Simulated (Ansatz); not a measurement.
# Area resistance of Ag and Pd films of 3 to 10 layers in Au(110) leads, from ballistic LDA and PBE transport

Silver and gold both conduct through a broad band holding one s electron per atom, and their lattices nearly coincide. Palladium has one electron fewer than silver, so its Fermi level lies near the top of the d band, and it must be stretched to fit on gold. We examine how these differences affect the resistance that a film adds to a Au(110) lead, and whether that resistance settles as layers are added. The question matters for metallic multilayers and contacts, where a layer a few atoms thick may already cost as much as a thicker one. The calculated quantity is the ballistic area resistance beyond that of the perfect gold lead, for current normal to the layers. The silver films were run with LDA and the palladium films with PBE.

## Method

Planar junctions lead / film / lead, one atom a layer where the face allows, current normal to the layers. Leads are perfect crystals at room-temperature lattice constants. The film takes the lead's in-plane lattice, with its layer spacing set to keep its own atomic volume; all atoms sit on ideal sites and are not relaxed. Program: Ansatz 0.2.0, plane waves with PAW potentials of the set soft_1 (made for PBE), functional as each row names it (LDA, PBE), wave cutoff 420 eV, Fermi-Dirac smearing of 0.1 eV. No spin polarisation and no spin-orbit coupling. Transport is ballistic and coherent at zero bias (Landauer, wave matching layer by layer), averaged over a mesh of wavevectors across the current and over the Fermi window at 300 K; no phonons or disorder. Selection: Runs whose potential in the leads had a step over 25 meV, or whose mesh the program flagged as unconverged, are left out. Runs with an error estimate over 15 per cent are left out.

Notes on method and selection:

- Interfaces are ideal and ordered, so the wavevector along the interface is conserved; real interfaces are mixed and rough.
- Quantum-well states in the film make the resistance oscillate with thickness.
- The typed smearing and mesh set the lead's Fermi level, which moves conductances of d metals by some per cent, and most where the lead's density of states is steep.
- Spin-orbit coupling is left out where no row notes it, which matters most for the elements from Hf on.
- A perfect film has no bulk resistance here, and nothing scatters electrons between its faces, so the added resistance is not twice a symmetric interface resistance: it holds the mismatch of channels too, since a film with fewer channels than its lead caps the conductance, and swapping film and lead changes it.
- The functional differs between rows (LDA, PBE, as each names it), which is to be said wherever rows are compared.
- Runs in which the search for lower states was switched off are not listed.
- Runs that did not converge, have known faults or may not be shown are not listed, and runs on Ansatz's PAW sets soft_1 and soft_2 are kept to separate tables.

Columns:

- layers: atomic layers in the film.
- lead conductance (1e15 S/m²): Sharvin conductance of the perfect lead along the same normal.
- film strain (%): in-plane linear strain of the film on the lead's lattice against its own room-temperature lattice, positive when stretched.
- error estimate (%): the program's own largest estimate of the error of the conductance (mesh, energy step, lead length).
- area resistance (1e-15 Ω m²): area resistance beyond that of the perfect lead, A (1/G - 1/G_lead), both spins.
- transmitted share: conductance divided by the Sharvin conductance of the perfect lead.

Input lines of one member:

```
kpoints:
  mp_grid: { grid: [13, 9, 2] }
hamiltonian:
  xc: lda
  pseudopotentials: { kind: paw, azcp: { folder: soft_1 }, xc_functional: pbe }
scf:
  occupations: { method: fermi_dirac, width: 0.1 }
output:
  transmission: { leads: [[0, 1]], kmesh: [26, 18], e_range: [-1.0, 1.0], de: 0.036 }
```

Command (options for logging and memory left out): `ansatz run input.yaml --threads 4 --backend cpu`

## The series

| member | film, functional | layers | lead conductance (1e15 S/m²) | film strain (%) | error estimate (%) | area resistance (1e-15 Ω m²) | transmitted share |
| --- | --- | --- | --- | --- | --- | --- | --- |
| 3 layers | Ag(110), LDA | 3 | 0.918 | −0.2 | 5 | 0.120 | 0.901 |
| 5 layers | Ag(110), LDA | 5 | 0.917 | −0.2 | 5 | ? | ? |
| 6 layers | Ag(110), LDA | 6 | 0.917 | −0.2 | 5 | 0.120 | 0.901 |
| 8 layers | Ag(110), LDA | 8 | 0.918 | −0.2 | 5 | 0.121 | 0.900 |
| 10 layers | Ag(110), LDA | 10 | 0.917 | −0.2 | 5 | 0.117 | 0.903 |
| 3 layers | Pd(110), PBE | 3 | 0.917 | 4.8 | 5 | 0.365 | 0.749 |
| 5 layers | Pd(110), PBE | 5 | 0.917 | 4.8 | 5 | 0.394 | 0.735 |
| 6 layers | Pd(110), PBE | 6 | 0.917 | 4.8 | 8 | 0.382 | 0.741 |
| 8 layers | Pd(110), PBE | 8 | 0.917 | 4.8 | 5 | 0.490 | 0.690 |
| 10 layers | Pd(110), PBE | 10 | 0.917 | 4.8 | 5 | 0.561 | 0.660 |

Cells marked ? are withheld until the estimate has been made.

## Interpretation

The silver series is flat from its thinnest film onward. Its four shown values lie between 0.117 and 0.121, and the 3-layer and 6-layer films agree at 0.120. This is what a perfect film should do if its resistance comes from the mismatch of electron states between film and lead. Nothing scatters inside the film, so extra layers add no ohmic term. Quantum-well interference can still make the resistance oscillate, but the sum over many wavevectors across the current averages much of it out.

Palladium adds more resistance at every thickness and has not levelled off by 10 layers. Its value goes from 0.365 at 3 layers to 0.561 at 10, with a small dip at 6. The ratio to silver grows from 0.365 / 0.120 = 3.0 to 0.561 / 0.117 = 4.8. The functional changes along with the metal, but the lead conductance differs by at most 0.001 between any two rows, so gold's Sharvin conductance hardly responds to it. The response of the films themselves to the functional is not shown.

The higher level fits palladium's d states, which are slower than gold's s-like states and couple to them poorly. The 4.8 % stretch also alters the palladium bands and may contribute. A rise with thickness is expected where palladium offers no matching travelling state: electrons tunnel through a thin film at those wavevectors and are blocked by a thicker one. For states that decay within a few layers, that process alone should give its steepest rise first, whereas the table gives (0.382 − 0.365) / 3 = 0.006 per layer from 3 to 6 layers and (0.561 − 0.382) / 4 = 0.045 from 6 to 10. Quantum-well resonances, coarse sampling of narrow d features and the denser self-consistent mesh of the thinnest films could each distort the curve.

The error estimates also limit what its shape can tell. For the 10-layer palladium film, 5 % of the conductance corresponds to 0.05 / (0.660 × 0.917) = 0.083 in area resistance, so the overall rise of 0.561 − 0.365 = 0.196 is better supported than the steps within it.

## A prediction

Plain estimates from the members shown:

- 5 layers (Ag(110), LDA), straight-line interpolation between 3 layers and 6 layers: w = (5 − 3) / (6 − 3) = 0.667, so 0.120 + 0.667 × (0.120 − 0.120) = 0.120 1e-15 Ω m²
- 5 layers (Ag(110), LDA), from its own Pd(110), PBE value plus the mean shift Ag(110), LDA − Pd(110), PBE over the other 4 members (−0.330, standard deviation 0.081): 0.394 − 0.330 = 0.064 1e-15 Ω m²

We use the straight line between the 3-layer and 6-layer silver films, which gives 0.120. Both neighbours share the missing film's metal, functional and strain, and they have the same resistance. The route through palladium gives 0.064, but it assumes that the two metals follow the same thickness dependence. They do not: the shift between them has a standard deviation of 0.081, larger than the estimate it produces.

Interpolation can be tried on two shown silver films. For 6 layers, the line from 3 to 8 gives 0.120 + (3 / 5) × (0.121 − 0.120) = 0.1206, a miss of 0.0006. For 8 layers, the line from 6 to 10 gives (0.120 + 0.117) / 2 = 0.1185, a miss of 0.121 − 0.1185 = 0.0025.

We see no reason to shift the result. The strain is −0.2 % in every silver row, and the lead conductance of the 5-layer run matches that of the 6-layer run. A quantum-well oscillation could move the value either way, but four thicknesses do not fix its phase.

With only two trials, we take the larger miss, rounded to 0.003, as one standard deviation. This is the uncertainty in predicting the calculated value. The program's 5 % conductance error corresponds to a much larger 0.05 / (0.901 × 0.917) = 0.061 in the resistance itself, but the close agreement of the silver rows suggests that most of any such error is common to them.

**Committed estimate, 5 layers (Ag(110), LDA): area resistance = 0.120 ± 0.003 1e-15 Ω m².**

## The withheld result

| member | film, functional | layers | lead conductance (1e15 S/m²) | film strain (%) | error estimate (%) | area resistance (1e-15 Ω m²) | transmitted share |
| --- | --- | --- | --- | --- | --- | --- | --- |
| 5 layers | Ag(110), LDA | 5 | 0.917 | −0.2 | 5 | 0.121 | 0.900 |

| member | estimate | area resistance (1e-15 Ω m²) | computed | estimate − computed | miss in error bars |
| --- | --- | --- | --- | --- | --- |
| 5 layers (Ag(110), LDA) | committed | 0.120 | 0.121 | −0.001 | 0.3 |
| 5 layers (Ag(110), LDA) | interpolation | 0.120 | 0.121 | −0.001 |  |
| 5 layers (Ag(110), LDA) | shift from Pd(110), PBE | 0.064 | 0.121 | −0.057 |  |

area resistance (1e-15 Ω m²) against layers:

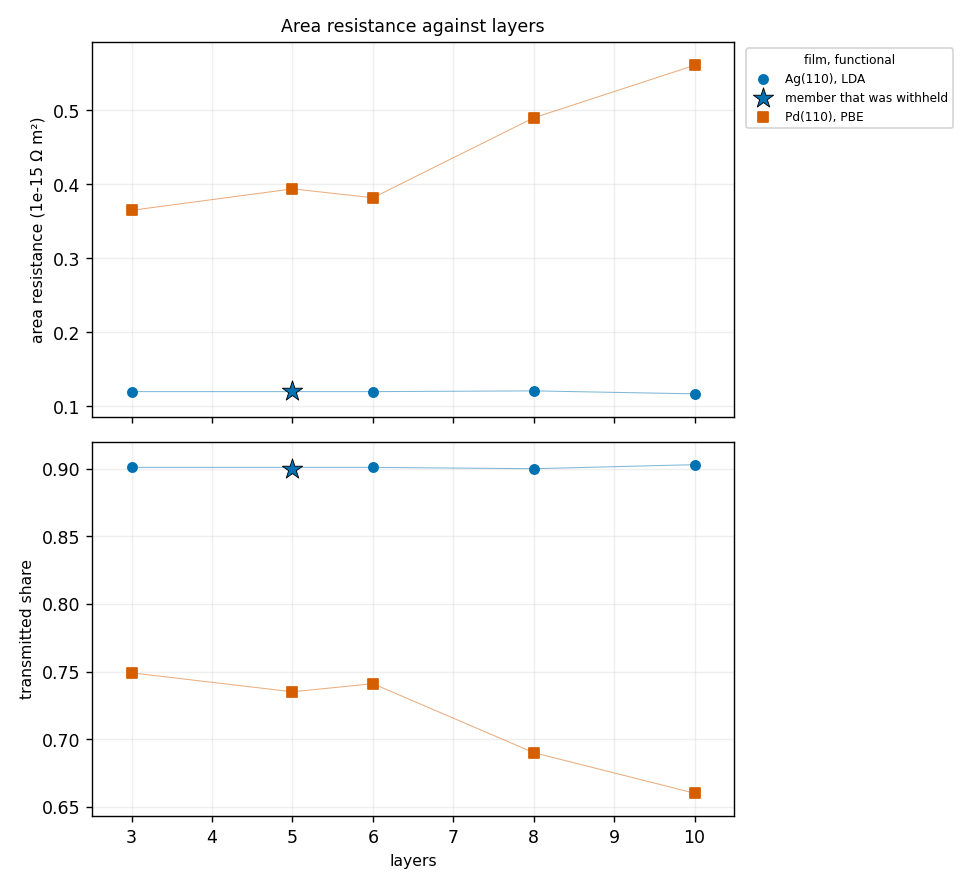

The estimate of 0.120 falls 0.001 below the computed 0.121, well inside its error bar of 0.003. It was the straight-line interpolation taken over unchanged, so it does neither better nor worse than that. The route through palladium gave 0.064 and misses by 0.057, because the gap between the two metals widens with thickness.

The argument from the neighbouring silver films therefore held. All five now lie between 0.117 and 0.121, with no visible alternation between odd and even numbers of layers. This fits a resistance set by the mismatch of states between silver and gold, with little left of the quantum-well oscillation after averaging over wavevectors. It does not tell how much comes from reflection at the faces and how much from a difference in the number of channels.

## Exceptions

The thick palladium films stand out. From 6 to 10 layers the resistance rises by 0.561 − 0.382 = 0.179, where a perfect film should approach a constant value apart from oscillations. Blocking of tunnelling electrons has the right sign, but only states that decay slowly into the film could add a rise this late.

A numerical cause is also possible. Transmission resonances become narrower in a thicker film, and a finite mesh of wavevectors and energies can miss some of them, which would raise the resistance; hitting too many would lower it. The program's error estimates correspond to 0.08 / (0.741 × 0.917) = 0.118 at 6 layers and 0.083 at 10. Combined as independent errors they give 0.144, not far below the rise itself; any part common to both films would cancel and leave less. A real quantum-well oscillation also remains possible.

The 6-layer palladium film lies below the line between its neighbours at 5 and 8 layers, by 0.394 + (1 / 3) × (0.490 − 0.394) − 0.382 = 0.044. It has the largest error estimate of the series, 8 %, and the dip is well within it.

## Conclusions and limits

In these calculations silver has reached its level by 3 layers and keeps it to 10, whereas palladium shows no settled level in that range. Interpolation between neighbouring thicknesses therefore works well for silver, with every miss within 0.003. For palladium, interpolation across each inner film in turn misses by roughly 0.02 to 0.04.

For a contact of 10 nm × 10 nm, a silver film adds 0.120 × 1e-15 / 1e-16 = 1.2 Ω and the 10-layer palladium film 0.561 × 1e-15 / 1e-16 = 5.6 Ω.

Scattering by phonons, left out here, would add resistance in proportion to thickness. With a rough resistivity of 1e-8 Ω m for a good metal, each nanometre adds about 0.01 in the units of the table, more than the whole spread of 0.004 among the silver films. Counted against a lead without scattering, a real silver film would thus keep a slow rise where the calculated one is flat.

[Logs are printed without paths, hosts, clocks, repeated set-up lines and the standing remarks that a program may print on its own settings, such as how far it seeks lower states.]
